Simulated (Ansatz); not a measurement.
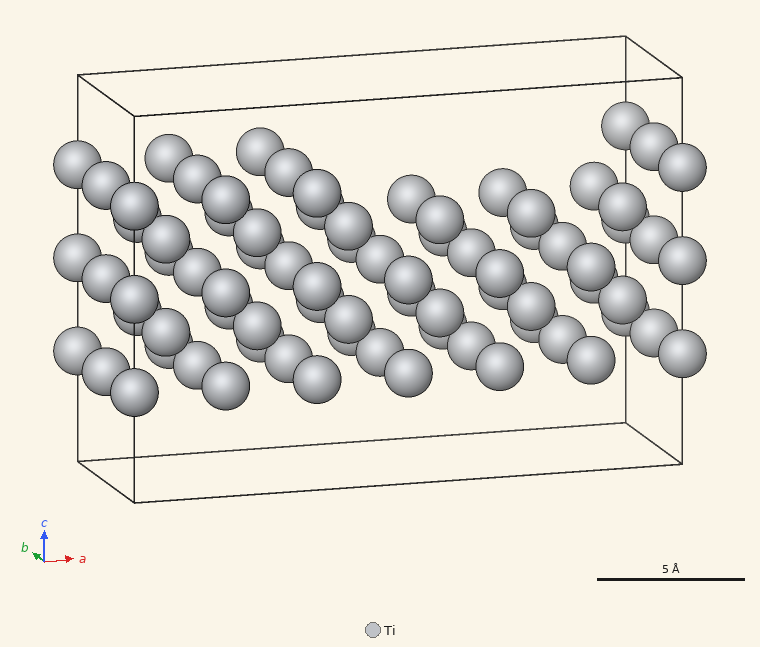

**Figure 1.** The structure as given in the input (spheres-only view of the 1 × 2 repeat of the cell, with the vacuum cut short, seen slightly off an axis).

# Geometry relaxation of Ti (part 1 of 4)

Ti (slab, 27 atoms in the cell), computed with DFT PBE, scalar-relativistic, plane waves, PAW, no spin polarisation (Ansatz 0.2.0).

The structure derives from an entry of the Crystallography Open Database. The input holds or restrains some coordinates. It belongs to a series of runs on one base structure; here: stripe of 3 of 6 rows, two steps.

## Log
```
Engine: ansatz 0.2.0, x86_64-unknown-linux-gnu
Pseudopotentials: kind: paw
Pseudopotential: Ti, paw, valence charge 12, recommended cutoff 420 eV (normal), Ti.paw.azcp
Functional definition: PBE
  parameter kappa = 0.804
  parameter beta = 0.06672455060314922
  exchange = pbe_x(kappa = kappa, mu = beta*pi^2/3)
  correlation = pbe_c(beta = beta)
Crystal: 27 atoms, lattice volume = 1177.113 Å³
Basis set: ecut = 420 eV, 23095 PW (Γ), exchange–correlation on 270×48×250 points (8 copies of the dense FFT grid, shifted against one another)
Bands: 195, of which v1, the nominal top of the filled ones, is band 162 counted from 1 (161 counted from 0)
Symmetry: 4 space group operations
Space group: Pmm2 (ITA 25), of the structure as read, at distance tolerance 1.1e-4 Å
k-points: 12 of 20
Non-local potential: Ti, projectors of the file, l = 0: 3, l = 1: 2, l = 2: 3, l = 3: 1
PAW form: soft (Blöchl's): semilocal exchange-correlation on the pseudo side does not see the compensation charge
PAW one-centre angular grid: Ti, 590 points (default); XC on 64 Gauss nodes
Initial density: superposition of atomic densities (neutral atoms: chi_scale 0, normalization atom), corrected by the library's trained network
Initial wavefunctions: pseudopotential atomic-orbital guess
Functional: x = pbe(κ = 0.804, μ = 0.2195149727645171), c = pbe(β = 0.06672455060314922)
SCF iter   1: F=—  HF=-67475.105802 eV  |F-HF|=—  |Δ(HF+E_count)|=         —  Δρ=1.31e-2  dr2=2.07e1  ethr=1.77e-3  p=0.073 e·Å  D=1.12e-2 V/Å  ΔV_dip=-0.21 eV  dr2_dipole=3.87e0  V_vac-E_F(+/−)=3.37/3.58 eV  ⟨swp⟩=10.7  Hψ=11932  notcnv=0
efield: sawtooth ramp at fractional position 0.7369 (placed from the atoms, in the widest stretch of the axis that holds none; the zero of the levels goes with the place), width 0.0400; the density the first Hamiltonian is built on has a dipole p = 0.073 e·Å; the dipole correction subtracts the counter field D = 1.12e-2 V/Å, which shifts the + side's vacuum level by -0.21 eV against the − side's; the planar-averaged density in the ramp window peaks in size at 1.6e-4 e/Å³
preconditioner: auto → LDOS  [metal: Δε(μ)=0.002 eV  Ē_g=1.963 eV  σ=0.100 eV  W_gap=0.01  n_scr=206 (ndim 8)  ℏωp=11.2 eV  f_vac=0.489  D(μ)=58.88/eV (n_scr^D=560)  β→1.0]
SCF iter   2: F=—  HF=-67474.703068 eV  |F-HF|=—  |Δ(HF+E_count)|=   4.03e-1  Δρ=2.83e-3  dr2=2.00e-1  ethr=1.77e-3  p=-0.049 e·Å  D=-7.55e-3 V/Å  ΔV_dip=0.14 eV  dr2_dipole=2.25e-2  V_vac-E_F(+/−)=3.33/3.19 eV  ⟨swp⟩=2.4  Hψ=2943  notcnv=0  defer=91
SCF iter   3: F=—  HF=-67474.717483 eV  |F-HF|=—  |Δ(HF+E_count)|=   1.44e-2  Δρ=1.04e-3  dr2=7.12e-2  ethr=6.17e-5  p=-0.027 e·Å  D=-4.23e-3 V/Å  ΔV_dip=0.08 eV  dr2_dipole=8.76e-3  V_vac-E_F(+/−)=3.33/3.25 eV  ⟨swp⟩=2.2  Hψ=3204  notcnv=0  defer=103
SCF iter   4: F=—  HF=-67474.716206 eV  |F-HF|=—  |Δ(HF+E_count)|=   1.28e-3  Δρ=3.72e-4  dr2=4.51e-3  ethr=2.20e-5  p=-0.029 e·Å  D=-4.49e-3 V/Å  ΔV_dip=0.08 eV  dr2_dipole=1.02e-6  V_vac-E_F(+/−)=3.32/3.23 eV  ⟨swp⟩=1.9  Hψ=2386  notcnv=0  defer=103
SCF iter   5: F=—  HF=-67474.716527 eV  |F-HF|=—  |Δ(HF+E_count)|=   3.21e-4  Δρ=1.42e-4  dr2=5.47e-4  ethr=1.39e-6  p=-0.028 e·Å  D=-4.28e-3 V/Å  ΔV_dip=0.08 eV  dr2_dipole=3.15e-5  V_vac-E_F(+/−)=3.31/3.23 eV  ⟨swp⟩=2.2  Hψ=2936  notcnv=0  defer=94
SCF iter   6: F=—  HF=-67474.716570 eV  |F-HF|=—  |Δ(HF+E_count)|=   4.33e-5  Δρ=7.23e-5  dr2=1.49e-4  ethr=1.69e-7  p=-0.026 e·Å  D=-4.07e-3 V/Å  ΔV_dip=0.08 eV  dr2_dipole=4.24e-7  V_vac-E_F(+/−)=3.31/3.23 eV  ⟨swp⟩=2.1  Hψ=2868  notcnv=0  defer=94
SCF iter   7: F=—  HF=-67474.716577 eV  |F-HF|=—  |Δ(HF+E_count)|=   6.79e-6  Δρ=2.38e-5  dr2=2.44e-5  ethr=4.60e-8  p=-0.026 e·Å  D=-3.97e-3 V/Å  ΔV_dip=0.07 eV  dr2_dipole=1.97e-6  V_vac-E_F(+/−)=3.31/3.23 eV  ⟨swp⟩=2.0  Hψ=2845  notcnv=0  defer=94
SCF iter   8: F=-67474.716576 eV  HF=-67474.716578 eV  |F-HF|=1.65e-6  |Δ(HF+E_count)|=   7.08e-7  Δρ=7.23e-6  dr2=1.99e-6  ethr=3.09e-9  p=-0.026 e·Å  D=-3.95e-3 V/Å  ΔV_dip=0.07 eV  dr2_dipole=1.01e-7  V_vac-E_F(+/−)=3.30/3.23 eV  ⟨swp⟩=29.9  Hψ=23235  notcnv=0
WARN: efield: at this solve's end the planar-averaged density reaches 2.35e-5 e/Å³ inside the ramp window [0.6829, 0.8309] (bound 1e-5 e/Å³); the window's nearer edge stands 4.63 Å from this solve's nearest atom along the axis. Its work functions, free energy, forces, stress, dipole, levels and responses can be off, and this figure does not tell by how much. A short vacuum, a low `basis.ecutwfc` or `basis.ecutrho_ratio` and negative occupations (`scf.occupations.method`) can put density there. See the manual's quickstart, § The vacuum guard
SCF 1 converged in 8 iterations: F = -67474.716576 eV  dr2 = 1.99e-6
  greatest PAW one-centre occupation: 0.999 electrons in one spin orbital (limit 2), on the Ti atom at site 16 (counted from 0), in its partial waves of l = 0
relax step   1: F+E_penalty+E_count = -67474.71657598 eV  Δ(F+E_penalty+E_count) = +0.000e0 eV  max|allowed force component| = 7.295e-1 eV/Å  Δτ_max = 0.0000 Å  (8 SCF iters, dr2 threshold 1.00e-5 eV, accepted)
Initial density: handed on by an earlier stage of this run
Initial wavefunctions: those handed on with the density
SCF iter   1: F=—  HF=-67475.605369 eV  |F-HF|=—  |Δ(HF+E_count)|=         —  Δρ=1.40e-2  dr2=1.33e1  ethr=3.10e-3  p=-0.026 e·Å  D=-3.96e-3 V/Å  ΔV_dip=0.07 eV  dr2_dipole=6.03e-1  V_vac-E_F(+/−)=3.36/3.29 eV  ⟨swp⟩=4.4  Hψ=4952  notcnv=0  defer=32
efield: sawtooth ramp at fractional position 0.7369 (handed on by an earlier solve), width 0.0400; the density the first Hamiltonian is built on has a dipole p = -0.026 e·Å; the dipole correction subtracts the counter field D = -3.96e-3 V/Å, which shifts the + side's vacuum level by +0.07 eV against the − side's; the planar-averaged density in the ramp window peaks in size at 2.2e-5 e/Å³
preconditioner: auto → LDOS  [metal: Δε(μ)=0.006 eV  Ē_g=1.982 eV  σ=0.100 eV  W_gap=0.03  n_scr=206 (ndim 8)  ℏωp=11.2 eV  f_vac=0.499  D(μ)=55.28/eV (n_scr^D=532)  β→1.0]
SCF iter   2: F=—  HF=-67475.154148 eV  |F-HF|=—  |Δ(HF+E_count)|=   4.51e-1  Δρ=5.23e-3  dr2=1.44e0  ethr=3.10e-3  p=0.038 e·Å  D=5.80e-3 V/Å  ΔV_dip=-0.11 eV  dr2_dipole=4.48e-1  V_vac-E_F(+/−)=3.11/3.22 eV  ⟨swp⟩=2.0  Hψ=3076  notcnv=0  defer=110
SCF iter   3: F=—  HF=-67475.122413 eV  |F-HF|=—  |Δ(HF+E_count)|=   3.17e-2  Δρ=1.77e-3  dr2=1.97e-1  ethr=4.45e-4  p=-0.017 e·Å  D=-2.66e-3 V/Å  ΔV_dip=0.05 eV  dr2_dipole=2.71e-2  V_vac-E_F(+/−)=3.28/3.23 eV  ⟨swp⟩=2.2  Hψ=3108  notcnv=0  defer=124
SCF iter   4: F=—  HF=-67475.116553 eV  |F-HF|=—  |Δ(HF+E_count)|=   5.86e-3  Δρ=6.86e-4  dr2=2.49e-2  ethr=6.07e-5  p=-0.025 e·Å  D=-3.89e-3 V/Å  ΔV_dip=0.07 eV  dr2_dipole=8.71e-3  V_vac-E_F(+/−)=3.30/3.23 eV  ⟨swp⟩=2.0  Hψ=2712  notcnv=0  defer=124
SCF iter   5: F=—  HF=-67475.115850 eV  |F-HF|=—  |Δ(HF+E_count)|=   7.02e-4  Δρ=1.41e-4  dr2=6.09e-4  ethr=7.69e-6  p=-0.032 e·Å  D=-4.92e-3 V/Å  ΔV_dip=0.09 eV  dr2_dipole=1.10e-5  V_vac-E_F(+/−)=3.32/3.23 eV  ⟨swp⟩=2.0  Hψ=2891  notcnv=0  defer=118
SCF iter   6: F=—  HF=-67475.115895 eV  |F-HF|=—  |Δ(HF+E_count)|=   4.46e-5  Δρ=5.12e-5  dr2=8.97e-5  ethr=1.88e-7  p=-0.034 e·Å  D=-5.29e-3 V/Å  ΔV_dip=0.10 eV  dr2_dipole=1.46e-5  V_vac-E_F(+/−)=3.32/3.23 eV  ⟨swp⟩=2.2  Hψ=3216  notcnv=0  defer=118
SCF iter   7: F=-67475.115909 eV  HF=-67475.115920 eV  |F-HF|=1.09e-5  |Δ(HF+E_count)|=   2.51e-5  Δρ=2.80e-5  dr2=1.90e-5  ethr=1.03e-8  p=-0.037 e·Å  D=-5.63e-3 V/Å  ΔV_dip=0.10 eV  dr2_dipole=2.66e-7  V_vac-E_F(+/−)=3.33/3.23 eV  ⟨swp⟩=27.6  Hψ=24782  notcnv=0
WARN: efield: at this solve's end the planar-averaged density reaches 2.13e-5 e/Å³ inside the ramp window [0.6829, 0.8309] (bound 1e-5 e/Å³); the window's nearer edge stands 4.63 Å from this solve's nearest atom along the axis. Its work functions, free energy, forces, stress, dipole, levels and responses can be off, and this figure does not tell by how much. A short vacuum, a low `basis.ecutwfc` or `basis.ecutrho_ratio` and negative occupations (`scf.occupations.method`) can put density there. See the manual's quickstart, § The vacuum guard
SCF 2 converged in 7 iterations: F = -67475.115909 eV  dr2 = 1.90e-5
[... from here on the iterations of each SCF are left out, up to the last one ...]
relax step   2: F+E_penalty+E_count = -67475.11590902 eV  Δ(F+E_penalty+E_count) = -3.993e-1 eV  max|allowed force component| = 2.549e-1 eV/Å  Δτ_max = 0.1947 Å  (7 SCF iters, dr2 threshold 3.33e-5 eV, accepted)
[... from here on the SCF iterations and repeated set-up lines of each step are left out, up to the last step ...]
SCF 3 converged in 8 iterations: F = -67475.258225 eV  dr2 = 1.54e-6
relax step   3: F+E_penalty+E_count = -67475.25822491 eV  Δ(F+E_penalty+E_count) = -1.423e-1 eV  max|allowed force component| = 2.833e-1 eV/Å  Δτ_max = 0.1950 Å  (8 SCF iters, dr2 threshold 4.06e-6 eV, accepted)
SCF 4 converged in 7 iterations: F = -67475.308339 eV  dr2 = 8.03e-6
relax step   4: F+E_penalty+E_count = -67475.30833898 eV  Δ(F+E_penalty+E_count) = -5.011e-2 eV  max|allowed force component| = 1.533e-1 eV/Å  Δτ_max = 0.0849 Å  (7 SCF iters, dr2 threshold 9.80e-6 eV, accepted)
SCF 5 converged in 8 iterations: F = -67475.369305 eV  dr2 = 1.16e-6
relax step   5: F+E_penalty+E_count = -67475.36930529 eV  Δ(F+E_penalty+E_count) = -6.097e-2 eV  max|allowed force component| = 2.049e-1 eV/Å  Δτ_max = 0.1651 Å  (8 SCF iters, dr2 threshold 6.87e-6 eV, accepted)
SCF 6 converged in 8 iterations: F = -67475.360266 eV  dr2 = 3.78e-6
relax step   6: F+E_penalty+E_count = -67475.36026601 eV  Δ(F+E_penalty+E_count) = +9.039e-3 eV  max|allowed force component| = 2.835e-1 eV/Å  Δτ_max = 0.1957 Å  (8 SCF iters, dr2 threshold 1.23e-5 eV, rejected (line search))
SCF 7 converged in 10 iterations: F = -67475.398843 eV  dr2 = 2.91e-8
relax step   7: F+E_penalty+E_count = -67475.39884257 eV  Δ(F+E_penalty+E_count) = -2.954e-2 eV  max|allowed force component| = 1.194e-1 eV/Å  Δτ_max = 0.0979 Å  (10 SCF iters, accepted)
SCF 8 converged in 8 iterations: F = -67475.416296 eV  dr2 = 7.02e-7
relax step   8: F+E_penalty+E_count = -67475.41629567 eV  Δ(F+E_penalty+E_count) = -1.745e-2 eV  max|allowed force component| = 7.293e-2 eV/Å  Δτ_max = 0.0883 Å  (8 SCF iters, dr2 threshold 4.84e-6 eV, accepted)
SCF 9 converged in 7 iterations: F = -67475.411368 eV  dr2 = 9.03e-7
relax step   9: F+E_penalty+E_count = -67475.41136796 eV  Δ(F+E_penalty+E_count) = +4.928e-3 eV  max|allowed force component| = 1.791e-1 eV/Å  Δτ_max = 0.0618 Å  (7 SCF iters, dr2 threshold 1.81e-6 eV, rejected (line search))
SCF 10 converged in 8 iterations: F = -67475.419243 eV  dr2 = 5.60e-8
relax step  10: F+E_penalty+E_count = -67475.41924340 eV  Δ(F+E_penalty+E_count) = -2.948e-3 eV  max|allowed force component| = 2.706e-2 eV/Å  Δτ_max = 0.0153 Å  (8 SCF iters, accepted)
SCF iter   1: F=—  HF=-67475.420097 eV  |F-HF|=—  |Δ(HF+E_count)|=         —  Δρ=3.36e-4  dr2=5.94e-3  ethr=1.48e-5  p=-0.071 e·Å  D=-1.09e-2 V/Å  ΔV_dip=0.20 eV  dr2_dipole=3.66e-5  V_vac-E_F(+/−)=3.45/3.25 eV  ⟨swp⟩=2.0  Hψ=3211  notcnv=0
efield: sawtooth ramp at fractional position 0.7369 (handed on by an earlier solve), width 0.0400; the density the first Hamiltonian is built on has a dipole p = -0.071 e·Å; the dipole correction subtracts the counter field D = -1.09e-2 V/Å, which shifts the + side's vacuum level by +0.20 eV against the − side's; the planar-averaged density in the ramp window peaks in size at 2.6e-5 e/Å³
preconditioner: auto → LDOS  [metal: Δε(μ)=0.010 eV  Ē_g=2.017 eV  σ=0.100 eV  W_gap=0.06  n_scr=206 (ndim 8)  ℏωp=11.2 eV  f_vac=0.506  D(μ)=43.40/eV (n_scr^D=360)  β→1.0]
SCF iter   2: F=—  HF=-67475.419822 eV  |F-HF|=—  |Δ(HF+E_count)|=   2.74e-4  Δρ=1.81e-4  dr2=1.15e-3  ethr=1.83e-6  p=-0.072 e·Å  D=-1.10e-2 V/Å  ΔV_dip=0.20 eV  dr2_dipole=1.41e-5  V_vac-E_F(+/−)=3.45/3.25 eV  ⟨swp⟩=2.0  Hψ=3309  notcnv=0
SCF iter   3: F=—  HF=-67475.419769 eV  |F-HF|=—  |Δ(HF+E_count)|=   5.36e-5  Δρ=5.31e-5  dr2=1.04e-4  ethr=3.55e-7  p=-0.071 e·Å  D=-1.09e-2 V/Å  ΔV_dip=0.20 eV  dr2_dipole=2.65e-9  V_vac-E_F(+/−)=3.45/3.25 eV  ⟨swp⟩=2.0  Hψ=2960  notcnv=0
SCF iter   4: F=—  HF=-67475.419771 eV  |F-HF|=—  |Δ(HF+E_count)|=   1.81e-6  Δρ=1.50e-5  dr2=5.86e-6  ethr=3.21e-8  p=-0.071 e·Å  D=-1.09e-2 V/Å  ΔV_dip=0.20 eV  dr2_dipole=1.06e-7  V_vac-E_F(+/−)=3.45/3.25 eV  ⟨swp⟩=2.4  Hψ=2992  notcnv=0
SCF iter   5: F=—  HF=-67475.419417 eV  |F-HF|=—  |Δ(HF+E_count)|=   3.54e-4  Δρ=5.01e-6  dr2=5.20e-7  ethr=1.81e-9  p=-0.071 e·Å  D=-1.09e-2 V/Å  ΔV_dip=0.20 eV  dr2_dipole=1.23e-9  V_vac-E_F(+/−)=3.45/3.25 eV  ⟨swp⟩=2.0  Hψ=2933  notcnv=0
SCF iter   6: F=—  HF=-67475.419417 eV  |F-HF|=—  |Δ(HF+E_count)|=   3.47e-8  Δρ=1.87e-6  dr2=1.32e-7  ethr=3.09e-11  p=-0.071 e·Å  D=-1.09e-2 V/Å  ΔV_dip=0.20 eV  dr2_dipole=8.18e-9  V_vac-E_F(+/−)=3.45/3.25 eV  ⟨swp⟩=18.1  Hψ=17185  notcnv=0
SCF iter   7: F=-67475.419417 eV  HF=-67475.419417 eV  |F-HF|=6.46e-9  |Δ(HF+E_count)|=   2.97e-8  Δρ=5.49e-7  dr2=8.65e-9  ethr=3.09e-11  p=-0.071 e·Å  D=-1.09e-2 V/Å  ΔV_dip=0.20 eV  dr2_dipole=3.39e-11  V_vac-E_F(+/−)=3.45/3.25 eV  ⟨swp⟩=11.4  Hψ=14559  notcnv=0
WARN: efield: at this solve's end the planar-averaged density reaches 2.56e-5 e/Å³ inside the ramp window [0.6829, 0.8309] (bound 1e-5 e/Å³); the window's nearer edge stands 4.63 Å from this solve's nearest atom along the axis. Its work functions, free energy, forces, stress, dipole, levels and responses can be off, and this figure does not tell by how much. A short vacuum, a low `basis.ecutwfc` or `basis.ecutrho_ratio` and negative occupations (`scf.occupations.method`) can put density there. See the manual's quickstart, § The vacuum guard
SCF 11 converged in 7 iterations: F = -67475.419417 eV  dr2 = 8.65e-9
relax step  11: F+E_penalty+E_count = -67475.41941723 eV  Δ(F+E_penalty+E_count) = -1.738e-4 eV  max|allowed force component| = 6.478e-3 eV/Å  Δτ_max = 0.0050 Å  (7 SCF iters, accepted)
```

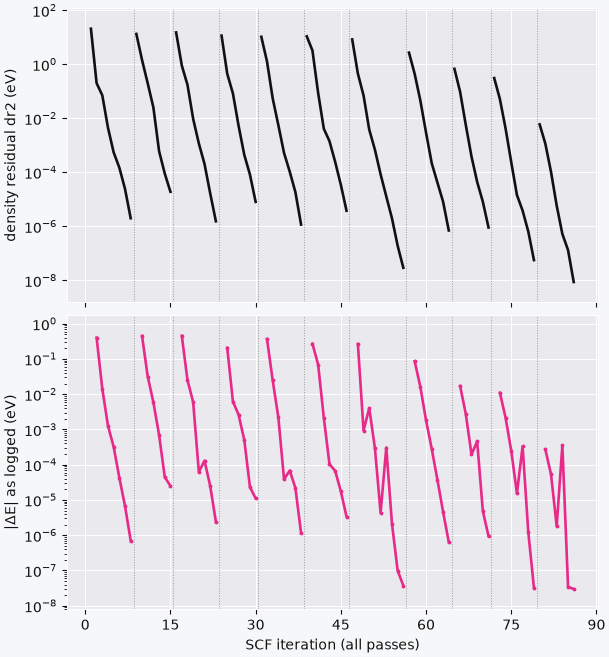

**Figure 2.** Convergence of the self-consistent field: density residual dr2 and size of the energy change against the SCF iteration. The dotted lines part the SCF passes of the relaxation: geometry steps, rejected trials and re-solves on a re-selected basis. The 11 passes take 7 to 10 iterations each, 86 in all.
